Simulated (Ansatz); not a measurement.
## What a change does: geometry relaxation on Hf$_{2}$S

System: Hf$_{2}$S (6 atoms in the cell).
Method of run 1: DFT r2SCAN, scalar-relativistic, plane waves, PAW, no spin polarisation (Ansatz 0.2.0).

The structure derives from a Materials Project entry. Text and figures count atoms from 1; the logs count them from 0 in places.

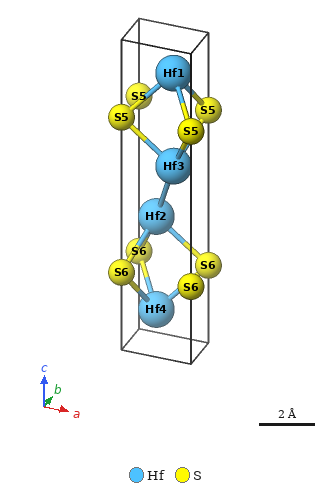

Figure 1. The starting structure (ball-and-stick view of the cell of the calculation, seen slightly off an axis; atoms are numbered from 1 in the order of the input). An atom can appear more than once, as a periodic image. Near neighbours in the periodic cell (some may lie outside the picture): Hf has 3 Hf at 3.05 Å and 3 S at 2.62 Å; S has 6 Hf at 2.62 Å.

## The input, run 1
```yaml
crystal:
  lattice:
    - [3.3742737662, 0.0, 0.0]
    - [-1.6871368831, 2.9222068008, 0.0]
    - [0.0, 0.0, 11.71740703]
  atoms:
    - { symbol: Hf, position: [0.6666666667, 0.3333333333, 0.89981164] }
    - { symbol: Hf, position: [0.3333333333, 0.6666666667, 0.39981164] }
    - { symbol: Hf, position: [0.6666666667, 0.3333333333, 0.60018836] }
    - { symbol: Hf, position: [0.3333333333, 0.6666666667, 0.10018836] }
    - { symbol: S, position: [0.0, 0.0, 0.75] }
    - { symbol: S, position: [0.0, 0.0, 0.25] }
basis:
  ecutwfc: 500
kpoints:
  mp_grid: { grid: [12, 12, 4] }
hamiltonian:
  xc: r2scan
scf:
  occupations: { method: gaussian, width: 0.1 }
output:
  forces: true
  stress: true
  eigenvalues: true
relax:
  adjacent_minimum: "off"
  f_tol: 0.01
  max_steps: 60
  cell: { stress_tol: 0.05 }
```

Launched with:
```bash
ansatz run input.yaml --threads 1 --pin off --max-ram 2560MiB --backend cpu --events-out ev --progress --plain --runs-dir out
```

Hardware: 1 thread of Arm Neoverse V1, 24 GiB of memory available, shared host.

## Output, shortened to warnings, some set-up lines, iterations and results (run 1)
```
Basis set: ecut = 500 eV, 2923 PW (Γ), exchange–correlation on 100×100×360 points (64 copies of the dense FFT grid, shifted against one another)
Symmetry: 24 space group operations
k-points: 57 of 576
Initial density: superposition of atomic densities (neutral atoms: chi_scale 0, normalization atom), corrected by the library's trained network
[...]
SCF iter   1: F=—  HF=-64750.810096 eV  |F-HF|=—  |Δ(HF+E_count)|=         —  Δρ=9.13e-3  dr2=1.14e-1  dr2_τ=1.14e-1  ethr=1.77e-3  ⟨swp⟩=5.1  Hψ=12961  notcnv=0  defer=12
SCF iter   2: F=—  HF=-64750.899989 eV  |F-HF|=—  |Δ(HF+E_count)|=   8.99e-2  Δρ=5.39e-3  dr2=5.03e-2  dr2_τ=4.28e-3  ethr=9.80e-5  ⟨swp⟩=2.0  Hψ=8307  notcnv=0  defer=300
SCF iter   3: F=—  HF=-64750.898527 eV  |F-HF|=—  |Δ(HF+E_count)|=   1.46e-3  Δρ=4.09e-3  dr2=3.42e-2  dr2_τ=7.08e-4  ethr=4.33e-5  ⟨swp⟩=2.0  Hψ=5286  notcnv=0  defer=300
SCF iter   4: F=—  HF=-64750.899364 eV  |F-HF|=—  |Δ(HF+E_count)|=   8.37e-4  Δρ=9.65e-4  dr2=4.70e-3  dr2_τ=9.06e-5  ethr=2.94e-5  ⟨swp⟩=2.0  Hψ=6084  notcnv=0  defer=300
SCF iter   5: F=—  HF=-64750.898965 eV  |F-HF|=—  |Δ(HF+E_count)|=   3.99e-4  Δρ=3.62e-4  dr2=6.74e-4  dr2_τ=7.38e-6  ethr=4.05e-6  ⟨swp⟩=2.0  Hψ=4351  notcnv=0  defer=300
[... 47 lines ...]
SCF iter   3: F=—  HF=-64750.900934 eV  |F-HF|=—  |Δ(HF+E_count)|=   2.84e-9  Δρ=1.45e-6  dr2=9.91e-10  dr2_τ=4.49e-10  ethr=1.90e-12  ⟨swp⟩=2.0  Hψ=6235  notcnv=0
SCF iter   4: F=—  HF=-64750.900934 eV  |F-HF|=—  |Δ(HF+E_count)|=   1.51e-9  Δρ=4.64e-7  dr2=2.33e-10  dr2_τ=3.79e-11  ethr=1.00e-12  ⟨swp⟩=2.0  Hψ=6384  notcnv=0
SCF iter   5: F=-64750.900934 eV  HF=-64750.900934 eV  |F-HF|=2.18e-11  |Δ(HF+E_count)|=  1.75e-10  Δρ=1.03e-7  dr2=2.98e-11  dr2_τ=4.18e-13  ethr=1.00e-12  ⟨swp⟩=3.1  …
SCF 6 converged in 5 iterations: F = -64750.900934 eV  dr2 = 2.98e-11
relax step   6: F+E_penalty+E_count = -64750.90093387 eV  Δ(F+E_penalty+E_count) = -8.292e-5 eV  max|allowed force component| = 2.584e-3 eV/Å  Δτ_max = 0.0000 Å  P = -0.004 …
basis re-selected at this cell: Δ(F+E_penalty+E_count) = -8.292e-5 eV, ΔP = +0.001 GPa vs the last step (what re-selecting the basis moved, of the pressure what is left beyond the Pulay correction that the steps carried, after the strain that the cell walked since its last selection, with what the …
SCF converged after 5 iterations
Free energy (F): -64750.900934 eV
Harris-Foulkes:  -64750.900934 eV  (|F-HF|=2.18e-11)
Internal energy: -64750.887490 eV  (E = F + TS)
E sigma→0 (E₀):  -64750.894212 eV
Entropy (-TS):   -0.013444 eV (-2.241 meV/atom)
Fermi energy:    18.469726 eV
--- Per-component energies (eV) ---
  E_band       = -6.214941
  E_kinetic    = 1912.229540
  E_local      = -22330.254570  (includes V_loc(G=0)·N_el)
  E_nonlocal   = -4939.692899
  E_hartree    = 10485.461855
  E_xc         = -1319.253527
  E_vxc        = -1364.402831  (∫ρ·V_xc dr)
  E_paw        = -29025.422021  (= ΣΔE_a)
  E_vpaw       = 5679.054094  (= ΣTr[D̂ρ^β])
  E_aug_tail   = -0.000002  (compensation charges beyond the density's cutoff)
  E_vtau       = 65.928212  (kinetic-family band-sum trace: ∫τ·v_τ [+ j·A + Jᵃ·Aᵃ] dr)
  E_ewald      = -19535.022421
  E_core_change = 1.066554  (= ΣΔE_core)
  E_smearing   = -0.013444  (= −TS)
  E_closure    = 0.000000  (closes the sum)
  Σ components = -64750.900934   (vs F -64750.900934, Δ=0.00e0)
--- Forces (eV/Å), atoms counted from 1 ---
  atom   1  Hf     0.00000000     0.00000000    -0.00258409
  atom   2  Hf     0.00000000    -0.00000000    -0.00258409
  atom   3  Hf     0.00000000     0.00000000     0.00258409
  atom   4  Hf     0.00000000    -0.00000000     0.00258409
  atom   5  S     -0.00000000    -0.00000000    -0.00000000
  atom   6  S     -0.00000000     0.00000000     0.00000000
  max |Σ_I F_I| component: 2.31e-17 eV/Å
--- Stress (GPa, compression-positive) ---
       -0.014909       0.000000       0.000000
       -0.000000      -0.014909      -0.000000
        0.000000      -0.000000       0.018784
  P = ⅓ Tr σ = -0.0037 GPa (-0.037 kbar)
--- Relaxed structure (5 steps of the walk, 4 accepted, 1 SCFs on fresh bases) ---
  F+E_penalty+E_count = -64750.90093387 eV   max|allowed force component| = 2.584e-3 eV/Å   (the final SCF, on the basis selected at the relaxed cell)
  cell:  # Å, volume = 116.2685 Å³
    - [3.381717504677925, -3.558076437406138e-34, -2.2237977733788364e-35]
[...]
```

Run 2 used a changed input.

## The two runs side by side

| quantity | run 1 | run 2 |
| --- | --- | --- |
| outcome | converged | converged |
| free energy per atom (eV) | −10791.8168 | −10789.7918 |
| energy per atom, smearing taken to zero (eV) | −10791.8157 | −10789.7907 |
| gap on the mesh (eV) | 0.00 | 0.00 |
| pressure (GPa) | 0.00 | 0.02 |
| volume per atom (Å³) | 19.38 | 19.19 |
| largest force (eV/Å) | 0.003 | 0.005 |
| SCF iterations | 45 | 36 |
| irreducible k-points | 57 | 57 |
| wall time (shared host) | 6.9 min | 6 min |

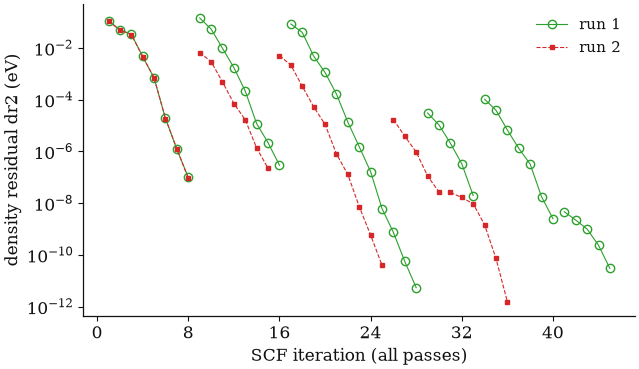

Figure 2. Convergence of the two runs: density residual dr2 against the SCF iteration. A break in a curve parts two SCF passes. Run 1 takes 45 iterations in all, and run 2 takes 36.

What was changed in the input?

The change (lines with − go, lines with + come):
```diff
+  dispersion: rvv10
```

The total energies belong to different models, so their difference says nothing on which is more stable or more accurate. The volume per atom goes from 19.38 to 19.19 Å³. The SCF takes 36 iterations over all geometry steps against 45.

## Output, shortened to warnings, some set-up lines, iterations and results (run 2)
```
Basis set: ecut = 500 eV, 2923 PW (Γ), exchange–correlation on 120×120×384 points (64 copies of the dense FFT grid, shifted against one another)
Symmetry: 24 space group operations
k-points: 57 of 576
Initial density: superposition of atomic densities (neutral atoms: chi_scale 0, normalization atom), corrected by the library's trained network
[...]
SCF iter   1: F=—  HF=-64738.660315 eV  |F-HF|=—  |Δ(HF+E_count)|=         —  Δρ=8.71e-3  dr2=1.09e-1  dr2_τ=1.13e-1  ethr=1.77e-3  ⟨swp⟩=5.1  Hψ=12953  notcnv=0  defer=12
SCF iter   2: F=—  HF=-64738.752046 eV  |F-HF|=—  |Δ(HF+E_count)|=   9.17e-2  Δρ=5.23e-3  dr2=4.92e-2  dr2_τ=3.99e-3  ethr=9.37e-5  ⟨swp⟩=2.0  Hψ=8305  notcnv=0  defer=302
SCF iter   3: F=—  HF=-64738.750405 eV  |F-HF|=—  |Δ(HF+E_count)|=   1.64e-3  Δρ=3.95e-3  dr2=3.32e-2  dr2_τ=6.55e-4  ethr=4.24e-5  ⟨swp⟩=2.0  Hψ=5284  notcnv=0  defer=302
SCF iter   4: F=—  HF=-64738.750682 eV  |F-HF|=—  |Δ(HF+E_count)|=   2.77e-4  Δρ=9.53e-4  dr2=4.63e-3  dr2_τ=1.02e-4  ethr=2.87e-5  ⟨swp⟩=2.0  Hψ=6082  notcnv=0  defer=302
SCF iter   5: F=—  HF=-64738.750235 eV  |F-HF|=—  |Δ(HF+E_count)|=   4.47e-4  Δρ=3.89e-4  dr2=7.06e-4  dr2_τ=5.35e-6  ethr=3.99e-6  ⟨swp⟩=2.0  Hψ=4348  notcnv=0  defer=302
[... 36 lines ...]
SCF iter   4: F=—  HF=-64738.750860 eV  |F-HF|=—  |Δ(HF+E_count)|=   3.62e-9  Δρ=9.25e-7  dr2=1.46e-9  dr2_τ=6.06e-11  ethr=8.21e-12  ⟨swp⟩=2.0  Hψ=6382  notcnv=0
SCF iter   5: F=—  HF=-64738.750860 eV  |F-HF|=—  |Δ(HF+E_count)|=  5.38e-10  Δρ=1.94e-7  dr2=7.30e-11  dr2_τ=2.77e-12  ethr=1.26e-12  ⟨swp⟩=2.0  Hψ=6414  notcnv=0
SCF iter   6: F=-64738.750860 eV  HF=-64738.750860 eV  |F-HF|=6.55e-11  |Δ(HF+E_count)|=  1.46e-11  Δρ=3.20e-8  dr2=1.54e-12  dr2_τ=4.75e-14  ethr=1.00e-12  ⟨swp⟩=4.1  …
SCF 5 converged in 6 iterations: F = -64738.750860 eV  dr2 = 1.54e-12
relax step   5: F+E_penalty+E_count = -64738.75086003 eV  Δ(F+E_penalty+E_count) = +4.846e-5 eV  max|allowed force component| = 4.708e-3 eV/Å  Δτ_max = 0.0000 Å  P = +0.016 …
basis re-selected at this cell: Δ(F+E_penalty+E_count) = +4.846e-5 eV, ΔP = -0.000 GPa vs the last step (what re-selecting the basis moved, of the pressure what is left beyond the Pulay correction that the steps carried, after the strain that the cell walked since its last selection, with what the …
SCF converged after 6 iterations
Free energy (F): -64738.750860 eV
Harris-Foulkes:  -64738.750860 eV  (|F-HF|=6.55e-11)
Internal energy: -64738.737262 eV  (E = F + TS)
E sigma→0 (E₀):  -64738.744061 eV
Entropy (-TS):   -0.013598 eV (-2.266 meV/atom)
Fermi energy:    18.634779 eV
--- Per-component energies (eV) ---
  E_band       = 19.030960
  E_kinetic    = 1913.450341
  E_local      = -22227.005750  (includes V_loc(G=0)·N_el)
  E_nonlocal   = -4939.556470
  E_hartree    = 10445.395797
  E_xc         = -1307.666231
  E_vxc        = -1362.855659  (∫ρ·V_xc dr)
  E_paw        = -29025.746893  (= ΣΔE_a)
  E_vpaw       = 5678.241021  (= ΣTr[D̂ρ^β])
  E_aug_tail   = -0.000001  (compensation charges beyond the density's cutoff)
  E_vtau       = 65.965921  (kinetic-family band-sum trace: ∫τ·v_τ [+ j·A + Jᵃ·Aᵃ] dr)
  E_ewald      = -19598.674609
  E_core_change = 1.066554  (= ΣΔE_core)
  E_smearing   = -0.013598  (= −TS)
  E_closure    = -0.000000  (closes the sum)
  Σ components = -64738.750860   (vs F -64738.750860, Δ=0.00e0)
--- Forces (eV/Å), atoms counted from 1 ---
  atom   1  Hf    -0.00000000    -0.00000000    -0.00470798
  atom   2  Hf     0.00000000     0.00000000    -0.00470798
  atom   3  Hf    -0.00000000     0.00000000     0.00470798
  atom   4  Hf     0.00000000     0.00000000     0.00470798
  atom   5  S      0.00000000    -0.00000000     0.00000000
  atom   6  S     -0.00000000     0.00000000    -0.00000000
  max |Σ_I F_I| component: 2.78e-17 eV/Å
--- Stress (GPa, compression-positive) ---
        0.009192       0.000000      -0.000000
        0.000000       0.009192      -0.000000
       -0.000000      -0.000000       0.028488
  P = ⅓ Tr σ = 0.0156 GPa (0.156 kbar)
--- Relaxed structure (4 steps of the walk, 3 accepted, 1 SCFs on fresh bases) ---
  F+E_penalty+E_count = -64738.75086003 eV   max|allowed force component| = 4.708e-3 eV/Å   (the final SCF, on the basis selected at the relaxed cell)
  cell:  # Å, volume = 115.1412 Å³
    - [3.368689653093046, -9.763862098741454e-35, -8.895191093515345e-35]
[...]
```

For both runs: Spin–orbit coupling is left out, which matters for Hf.
